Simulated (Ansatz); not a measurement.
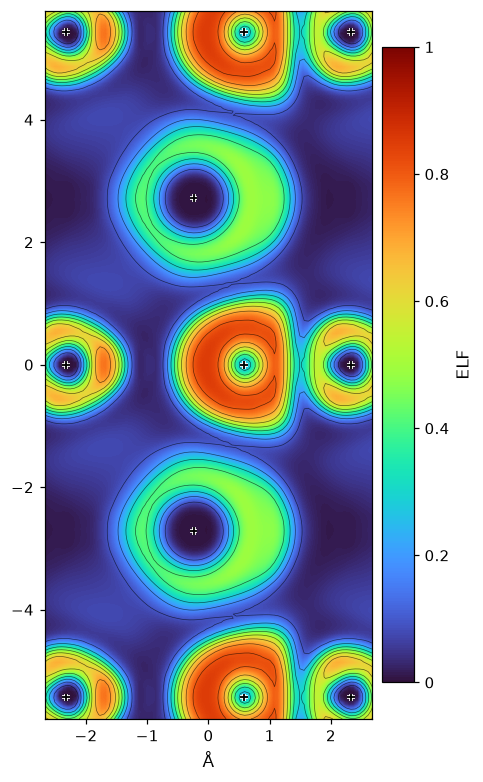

The electron localisation function on a plane through atoms (crosses mark nuclei in the plane).

Computed with DFT PBE, scalar-relativistic, plane waves, PAW in Ansatz.

Candidates:
A. Bi₂Se₃, a = 4.19 Å, b = 4.19 Å, c = 31.42 Å, α = 90.00°, β = 90.00°, γ = 120.00°. Space group R-3m.
B. TiPbO₃, a = 3.84 Å, b = 3.84 Å, c = 4.65 Å, α = 90.00°, β = 90.00°, γ = 90.00°. Space group P4mm; computed without spin polarisation.

Q: Which candidate gave the map?

A: Candidate B: TiPbO₃ on the (11̄0) plane of the conventional cell, which holds Ti, Pb and O. Ti–O (1.75 Å): the ELF peaks at about 0.80 in the valence shell of O, 0.5 Å from its nucleus, and is about 0.30 at the midpoint.
